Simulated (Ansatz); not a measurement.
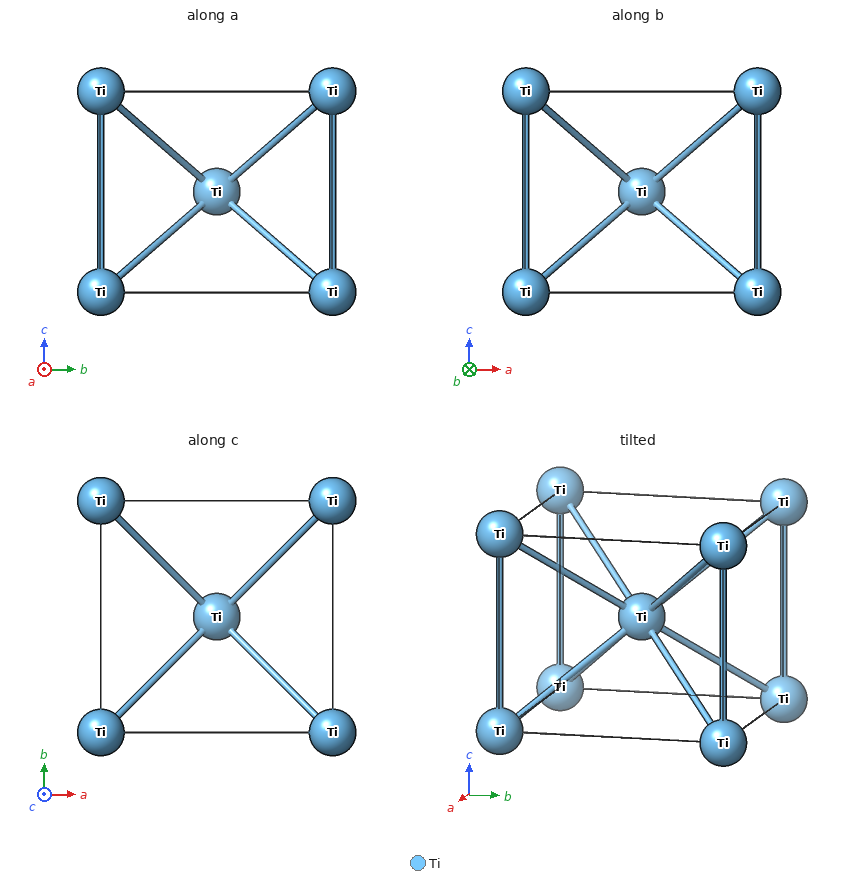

View along the a axis, along the b axis, along the c axis and slightly off an axis, drawn as a ball-and-stick model. The edges of the conventional unit cell are marked.

Lattice parameters: a = 3.415 Å, b = 3.415 Å, c = 2.960 Å, α = 90.00°, β = 90.00°, γ = 90.00°. Put a along x and b in the xy plane.

**Convert the drawing into a POSCAR file.**

```
Ti
1.0
     3.415    0.000    0.000
     0.000    3.415    0.000
     0.000    0.000    2.960
Ti
2
Direct
  0.5000 0.5000 0.5000
  0.0000 0.0000 0.0000
```

Source of the structure: a structure type filled with this element by a generator (whether the element takes this form wasn't checked). What is shown is the relaxed result from DFT PBE, scalar-relativistic, plane waves, PAW in Ansatz.
